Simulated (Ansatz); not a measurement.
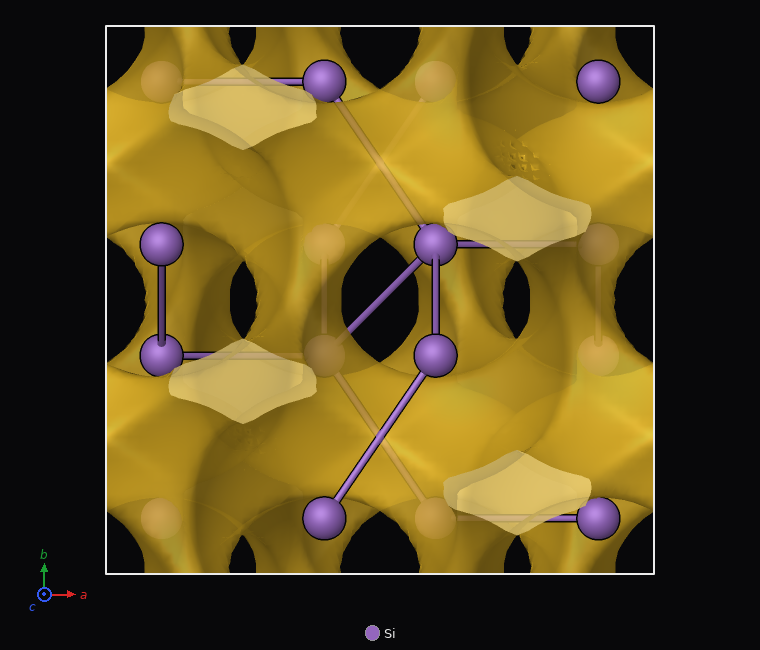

The yellow surface encloses the points that the centre of a probe sphere of radius 0.45 Å can occupy in Si (Ia-3, No. 206), computed on a grid of about 0.14 Å (1×1×1 cells shown, view along the c axis; pale faces close the region where the box cuts it).

Hard-sphere model; touching radii (half the shortest distance): Si 1.17 Å.

Source of the atomic positions: coordinates from a relaxation with Ansatz, DFT, PBE, plane waves (420 eV) with PAW, scalar-relativistic.

```cif
data_structure
_symmetry_space_group_name_H-M 'Ia-3'
_symmetry_Int_Tables_number 206
_cell_length_a 6.6586
_cell_length_b 6.6586
_cell_length_c 6.6586
_cell_angle_alpha 90.000
_cell_angle_beta 90.000
_cell_angle_gamma 90.000
_cell_volume 295.22
loop_
_atom_site_label
_atom_site_type_symbol
_atom_site_symmetry_multiplicity
_atom_site_Wyckoff_symbol
_atom_site_fract_x
_atom_site_fract_y
_atom_site_fract_z
_atom_site_occupancy
Si1 Si 16 c 0.10147 0.10147 0.10147 1
```

Is the space open to the probe made of pockets or channels?

Answer. Where they connect, they form a three-dimensional network.

What share of the cell can the probe's centre reach?

Answer. About 22 % of the volume (65 Å³ of 295.2 Å³).

Give the largest included and the largest free sphere.

Answer. The largest sphere that fits anywhere has a diameter of 1.76 Å; the largest that can travel through the crystal, about 1.6 Å.

How does the connectivity change as the probe shrinks?

Answer. Below a radius of about 0.79 Å the space forms a three-dimensional network. These are grid estimates, good to about 0.05 Å.
